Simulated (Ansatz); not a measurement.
WS

```cif
data_structure
_symmetry_space_group_name_H-M 'P 1'
_symmetry_Int_Tables_number 1
_cell_length_a 2.9593
_cell_length_b 2.9593
_cell_length_c 2.9593
_cell_angle_alpha 90.000
_cell_angle_beta 90.000
_cell_angle_gamma 90.000
_cell_volume 25.92
loop_
_atom_site_label
_atom_site_type_symbol
_atom_site_fract_x
_atom_site_fract_y
_atom_site_fract_z
_atom_site_occupancy
W1 W 0.50000 0.50000 0.50000 1
S1 S 0.00000 0.00000 0.00000 1
```

Space group Pm-3m; a generated structure, not necessarily the stable one.

Method: Ansatz 0.2.0, Kohn-Sham DFT of a periodic cell, revPBE with D3(BJ), Ansatz PAW.

Core electrons are frozen (PAW), and the valence fields are smoothed inside the atomic spheres.

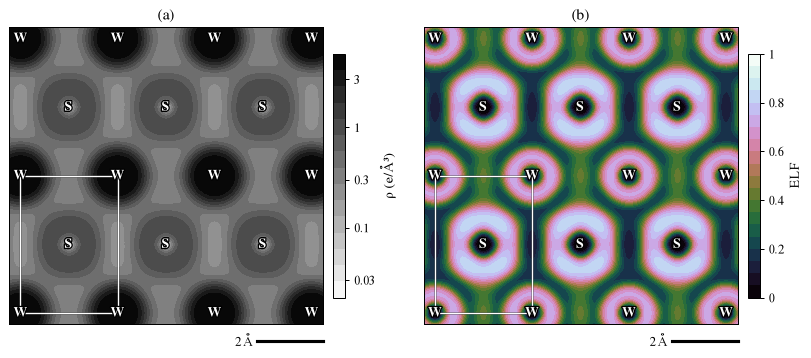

Figure 1. (a) valence pseudo-density; (b) electron localisation function on the (011) plane of the conventional cell.

Question: Interpret the plot.

Answer:
- The plane passes through W and S nuclei.
- W–S (2.56 Å): ρ at the midpoint is about 0.46 e/Å³; the ELF peaks at about 0.85 in the valence shell of S, 0.8 Å from its nucleus, and is about 0.35 at the midpoint.
- W–W (2.96 Å): ρ is about 0.33 e/Å³ halfway; the ELF is about 0.40 at the midpoint.
- Between the atoms the lowest density in this plane is 0.21 e/Å³.
- The features right at W lie inside the PAW spheres, where the map follows smoothed inner orbitals and isn't to be read closely.

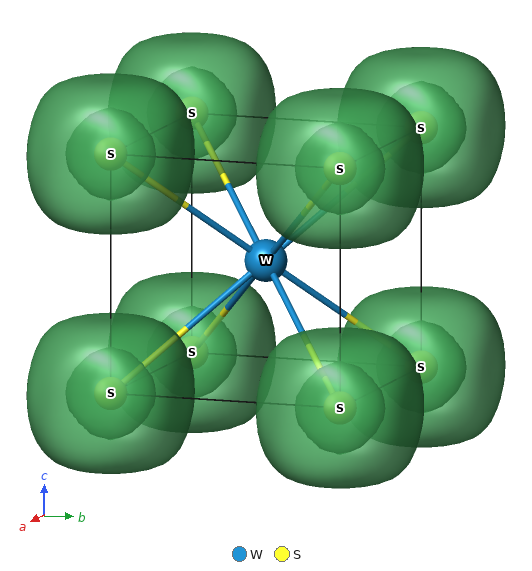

Figure 2. Isosurface of the electron localisation function at 0.65 (green), seen slightly off an axis. Core shells and regions of very low density are left out. Sticks mark near contacts.

Question: Describe the localisation domains.

Answer: The ELF exceeds this value in one region wrapped around S (its valence shell), counted in one cell of 2 atoms. Regions shared between cells count once.

Question: Does the calculation make it a metal, or give it a gap?

Answer: It is metallic or semimetallic at this level of theory: no gap opens; semilocal functionals without U, or without the true magnetic order, often close the gap of such compounds.
